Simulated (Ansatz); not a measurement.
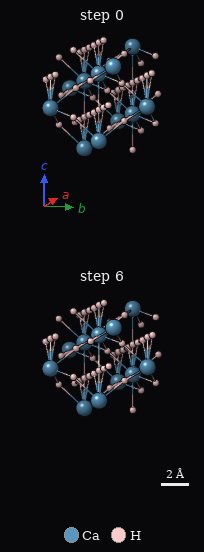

The structure of a crystal of CaH5 (a generated structure, set up in Imm2) before (top) and after (bottom) a relaxation, at one scale.

The picture is a ball-and-stick view of the atoms within 5.0 Å of the atom that moves most (axes of the conventional cell (2 times the calculation's cell)), seen from a free direction. Lengths and directions refer to the drawn axes.

The calculation used DFT PBE, scalar-relativistic, plane waves, PAW in Ansatz 0.2.0. (plane-wave cutoff 420 eV; k-point mesh 14 × 14 × 14; occupations gaussian; smearing width 0.1 eV; no spin polarisation; cell and atoms relaxed; force threshold 0.01 eV/Å; at most 80 steps)

**What changed between the two?**

The largest moves relative to the cell, 0.052 Å, are those of H atoms. By element the largest moves are H 0.052 Å, Ca 0.011 Å. The volume changes by −0.3 %, with a 3.126 → 3.181 Å (+1.8 %), b 6.706 → 6.730 Å (+0.4 %), c 5.240 → 5.117 Å (−2.3 %). Some distances before and after: Ca–H 2.436 → 2.340 Å, Ca–H 2.628 → 2.539 Å, Ca–Ca 3.126 → 3.181 Å, Ca–H 2.804 → 2.777 Å. Among the angles between lasting bonds that change: H–Ca–H 131.0° → 134.4°, Ca–H–Ca 89.5° → 91.9°, H–Ca–H 89.5° → 91.9°. The space group stays Imm2 (No. 44). After 5 accepted moves (6 points after the start) the energy has fallen by 9.6 meV per cell of the calculation. Largest force component: 0.039 eV/Å at the start, 0.003 eV/Å at the end. Pressure: −0.04 GPa at the start and 0.00 GPa at the end. The SCF was repeated once at an unchanged geometry on a basis and grid sized afresh for the cell, which shifted the energy by 0.2 meV per cell of the calculation at most. The run took 2.7 min on 1 thread of Intel(R) Xeon(R) CPU @ 2.80GHz (Skylake/Cascade Lake) (shared host), peak memory 0.74 GiB.
